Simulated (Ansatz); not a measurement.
Run report: PbO, band-structure calculation

PbO (P4/nmm, 4 atoms in the cell), computed with DFT, r2SCAN, plane waves, PAW, no spin polarisation (Ansatz 0.2.0).

The structure derives from an entry of the Crystallography Open Database. The geometry comes from this level: r2scan-rvv10 (a point of a series of strains). It belongs to a series of runs on one base structure; here: uniaxial_z strain +4.2%. Figures and captions count atoms from 1; the log counts them from 0 in places.

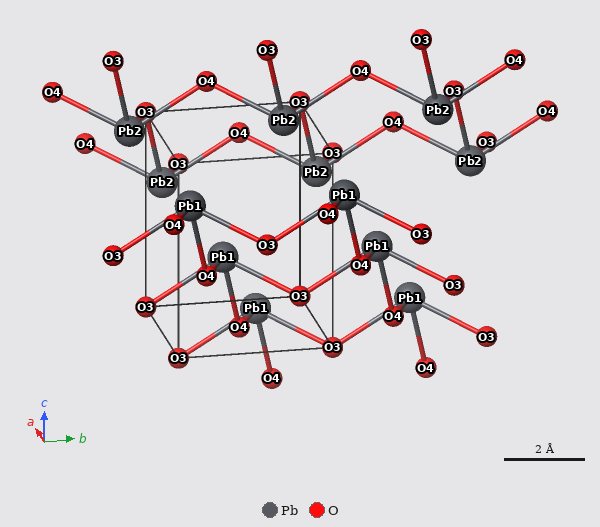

The structure as given in the input (ball-and-stick view of the cell of the calculation, repeated 2 × 2 × 1, seen at an oblique angle; bonded neighbours outside the cell are drawn too; atoms are numbered from 1 in the order of the input). Near neighbours in the crystal (not all of them lie inside the picture): Pb has 4 O at 2.32 Å; O has 4 Pb at 2.32 Å.

### Key numbers

| quantity | value |
| --- | --- |
| outcome | converged |
| space group (tolerance 0.01 Å) | P4/nmm (129) |
| electrons treated | 40 |
| free energy | −24978.6647 eV |
| Fermi energy | 7.839 eV |
| gap on the k-point mesh | 1.71 eV |
| pressure | 0.44 GPa |
| largest force (length of the vector) | 0.013 eV/Å |
| hardware | 4 threads of Arm Neoverse V2, 24 GiB of memory available, shared host |
| wall time | 3.1 s (CPU time 11 s) |
| peak memory | 0.56 GiB |

### Remarks

Spin–orbit coupling is left out, which matters for Pb.

### Input file
```yaml
crystal:
  lattice:
    - [3.9804039055, 0.0, 0.0]
    - [0.0, 3.9804039055, 0.0]
    - [0.0, 0.0, 5.2104512555]
  atoms:
    - { symbol: Pb, position: [0.0, 0.5, 0.2281265129] }
    - { symbol: Pb, position: [0.5, 0.0, 0.7718734871] }
    - { symbol: O, position: [0.0, 0.0, 0.0] }
    - { symbol: O, position: [0.5, 0.5, 0.0] }
kpoints:
  mp_grid: { grid: [6, 6, 6] }
  band_path:
    path:
      - [0.0, 0.0, 0.0]
      - [0.0, 0.5, 0.0]
      - [0.5, 0.5, 0.0]
      - [0.0, 0.0, 0.5]
      - [0.0, 0.5, 0.5]
      - [0.5, 0.5, 0.5]
      - [-0.0625, -0.057292, 0.0]
    npoints: 1
hamiltonian:
  xc: r2scan
scf:
  occupations: { method: fixed }
  n_extra_bands: 5
output:
  forces: true
  stress: true
  eigenvalues: true
```

Launched with:
```bash
ansatz run input.yaml --threads 4 --pin off --max-ram 5529MiB --backend cpu --events-out ev --progress --plain --runs-dir out
```

### Log
```
scf.n_extra_bands = 5 over 20 filled bands (N_el = 40.0): the run solves 25 bands
Engine: ansatz 0.2.0, aarch64-unknown-linux-gnu
Pseudopotentials: kind: paw
Pseudopotential: Pb, paw, valence charge 14, recommended cutoff 500 eV (meta_gga), Pb.paw.azcp
Pseudopotential: O, paw, valence charge 6, recommended cutoff 500 eV (meta_gga), O.paw.azcp
Functional definition: r2SCAN
  parameter k0 = 0.174
  parameter k1 = 0.065
  parameter a1 = 4.9479
  exchange = r2scan_x(k0 = k0, k1 = k1, a1 = a1)
  correlation = r2scan_c
Crystal: 4 atoms, lattice volume = 82.552 Å³
Basis set: ecut = 500 eV, 2099 PW (Γ), exchange–correlation on 120×120×160 points (64 copies of the dense FFT grid, shifted against one another)
Bands: 25, of which v1, the nominal top of the filled ones, is band 20 counted from 1 (19 counted from 0)
Symmetry: 16 space group operations
Space group: P4/nmm (ITA 129), of the structure as read, at distance tolerance 4.4e-5 Å
k-points: 40 of 216
Non-local potential: Pb, projectors of the file, l = 0: 2, l = 1: 2, l = 2: 2, l = 3: 2
Non-local potential: O, projectors of the file, l = 0: 2, l = 1: 2, l = 2: 1
PAW form: soft (Blöchl's): semilocal exchange-correlation on the pseudo side does not see the compensation charge
PAW frozen core: Pb, regenerated for the run's functional (the file was generated under x = pbe(κ = 0.804, μ = 0.2195149727645171), c = pbe(β = 0.06672455060314922))
PAW frozen core: O, regenerated for the run's functional (the file was generated under x = pbe(κ = 0.804, μ = 0.2195149727645171), c = pbe(β = 0.06672455060314922))
PAW one-centre angular grid: Pb, 590 points (default); XC on 160 Gauss nodes
PAW one-centre angular grid: O, 302 points (default); XC on 160 Gauss nodes
Initial density: superposition of atomic densities (neutral atoms: chi_scale 0, normalization atom), corrected by the library's trained network
Initial wavefunctions: pseudopotential atomic-orbital guess
Functional: x = r2scan, c = r2scan; τ floored in thin density (d = 2e-4 eV/Å³)
SCF iter   1: F=—  HF=-24978.606730 eV  |F-HF|=—  |Δ(HF+E_count)|=         —  Δρ=9.23e-3  dr2=6.26e-2  dr2_τ=1.02e-1  ethr=1.77e-3  ⟨swp⟩=5.0  Hψ=3763  notcnv=0  defer=116
preconditioner: auto → Resta (q_TF=auto, 2.418 Å⁻¹)  ε∞=3.4  [insulator: Δε(μ)=1.764 eV  Ē_g=16.727 eV  n_scr=20 (ndim 8)  ℏωp=25.8 eV  f_vac=0.053  ε∞_Penn≈3.4]
SCF iter   2: F=—  HF=-24978.664992 eV  |F-HF|=—  |Δ(HF+E_count)|=   5.83e-2  Δρ=4.91e-3  dr2=9.99e-3  dr2_τ=1.59e-3  ethr=1.57e-4  ⟨swp⟩=2.0  Hψ=2208  notcnv=0  defer=116
SCF iter   3: F=—  HF=-24978.664732 eV  |F-HF|=—  |Δ(HF+E_count)|=   2.60e-4  Δρ=1.60e-3  dr2=1.94e-3  dr2_τ=2.17e-4  ethr=2.50e-5  ⟨swp⟩=3.0  Hψ=1780  notcnv=0  defer=118
SCF iter   4: F=—  HF=-24978.664695 eV  |F-HF|=—  |Δ(HF+E_count)|=   3.70e-5  Δρ=5.45e-4  dr2=1.35e-4  dr2_τ=2.06e-5  ethr=4.86e-6  ⟨swp⟩=2.3  Hψ=1499  notcnv=0  defer=118
SCF iter   5: F=—  HF=-24978.664722 eV  |F-HF|=—  |Δ(HF+E_count)|=   2.72e-5  Δρ=1.32e-4  dr2=1.56e-5  dr2_τ=1.03e-6  ethr=3.39e-7  ⟨swp⟩=2.0  Hψ=1324  notcnv=0  defer=118
SCF iter   6: F=—  HF=-24978.664720 eV  |F-HF|=—  |Δ(HF+E_count)|=   2.10e-6  Δρ=2.41e-5  dr2=4.50e-7  dr2_τ=3.28e-8  ethr=3.90e-8  ⟨swp⟩=2.3  Hψ=1529  notcnv=0  defer=95
SCF iter   7: F=-24978.664720 eV  HF=-24978.664720 eV  |F-HF|=3.87e-8  |Δ(HF+E_count)|=   3.72e-7  Δρ=9.09e-6  dr2=8.13e-8  dr2_τ=4.32e-9  ethr=2.50e-10  ⟨swp⟩=12.4  Hψ=6103  notcnv=0
SCF 1 converged in 7 iterations: F = -24978.664720 eV  dr2 = 8.13e-8
  greatest PAW one-centre occupation: 0.982 electrons in one spin orbital (limit 2), on the Pb atom at site 1 (counted from 0), in its partial waves of l = 2
NSCF: frozen V_eff on 7 k-points
SCF converged after 7 iterations
Free energy (F): -24978.664720 eV
Harris-Foulkes:  -24978.664720 eV  (|F-HF|=3.87e-8)
Internal energy: -24978.664720 eV  (E = F + TS)
E sigma→0 (E₀):  -24978.664720 eV
Fermi energy:    7.838737 eV
--- Per-component energies (eV) ---
  E_band       = -148.615565
  E_kinetic    = 929.011502
  E_local      = -3282.220198  (includes V_loc(G=0)·N_el)
  E_nonlocal   = 799.202453
  E_hartree    = 1317.445996
  E_xc         = -562.167962
  E_vxc        = -499.807552  (∫ρ·V_xc dr)
  E_paw        = -21190.006132  (= ΣΔE_a)
  E_vpaw       = -764.268285  (= ΣTr[D̂ρ^β])
  E_aug_tail   = 0.002047  (compensation charges beyond the density's cutoff)
  E_vtau       = 34.567989  (kinetic-family band-sum trace: ∫τ·v_τ [+ j·A + Jᵃ·Aᵃ] dr)
  E_ewald      = -2991.799549
  E_core_change = 1.867123  (= ΣΔE_core)
  E_smearing   = -0.000000  (= −TS)
  E_closure    = 0.000000  (closes the sum)
  Σ components = -24978.664720   (vs F -24978.664720, Δ=0.00e0)
--- Forces (eV/Å), atoms counted from 1 ---
  atom   1  Pb     0.00000000     0.00000000    -0.01314964
  atom   2  Pb     0.00000000     0.00000000     0.01314964
  atom   3  O      0.00000000     0.00000000     0.00000000
  atom   4  O      0.00000000     0.00000000     0.00000000
  max |Σ_I F_I| component: 0.00e0 eV/Å
--- Stress (GPa, compression-positive) ---
        0.483516       0.000000       0.000000
        0.000000       0.483516       0.000000
        0.000000       0.000000       0.344024
  P = ⅓ Tr σ = 0.4370 GPa (4.370 kbar)
--- Band table (eV; the first three rows and the last of 40) ---
  k-point 0: bands = ["-11.5942", "-10.9805", "-8.7322", "-8.7322", "-8.6759", "-8.6687", "-8.5876", "-8.5217", "-8.5217", "-8.5173", "-8.5021", "-7.2967", "0.4259", "1.1860", "3.4578", "3.4578", "6.0109", "6.0637", "6.0637", "7.8387", "10.4689", "13.3132", "14.0370", "14.0370", "14.6943"]
  k-point 1: bands = ["-11.5906", "-10.9784", "-8.7233", "-8.7233", "-8.6813", "-8.6615", "-8.5837", "-8.5321", "-8.5321", "-8.5197", "-8.5060", "-7.2938", "-0.1007", "1.8835", "3.4851", "3.4851", "6.0043", "6.0587", "6.0587", "7.6434", "10.3075", "13.2701", "13.3216", "13.3216", "15.5302"]
  k-point 2: bands = ["-11.5835", "-10.9743", "-8.7017", "-8.7017", "-8.6921", "-8.6460", "-8.5744", "-8.5566", "-8.5566", "-8.5254", "-8.5154", "-7.2880", "-0.6134", "2.8157", "3.5411", "3.5411", "5.9912", "6.0478", "6.0478", "7.1247", "10.1665", "12.6627", "12.6627", "12.7790", "16.1705"]
  k-point 39: bands = ["-11.1748", "-11.1748", "-8.6216", "-8.6216", "-8.5637", "-8.5637", "-8.5549", "-8.5549", "-8.5324", "-8.5324", "-7.7730", "-7.7730", "-0.4267", "-0.4267", "3.9176", "3.9176", "5.6023", "5.6023", "6.6954", "6.6954", "11.6790", "11.6790", "12.7135", "12.7135", "13.9424"]
```

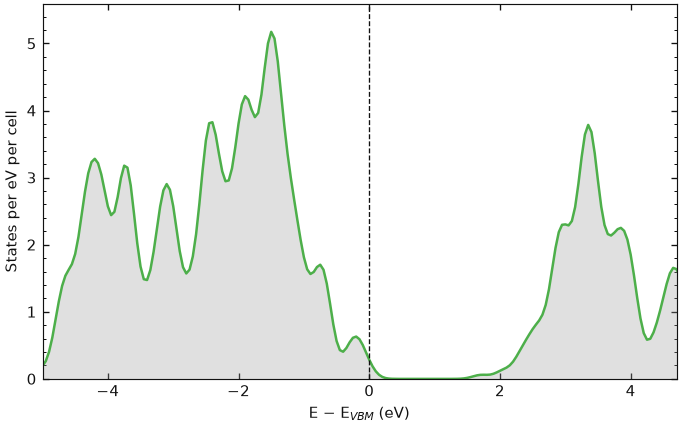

Density of states (the curve is built from the levels of the k mesh with Gaussians 0.3 eV wide, which also blur the band edges), with energies from the valence-band top. There is a gap of 1.71 eV on the k-point mesh. Small ripples come from the finite k-point mesh.
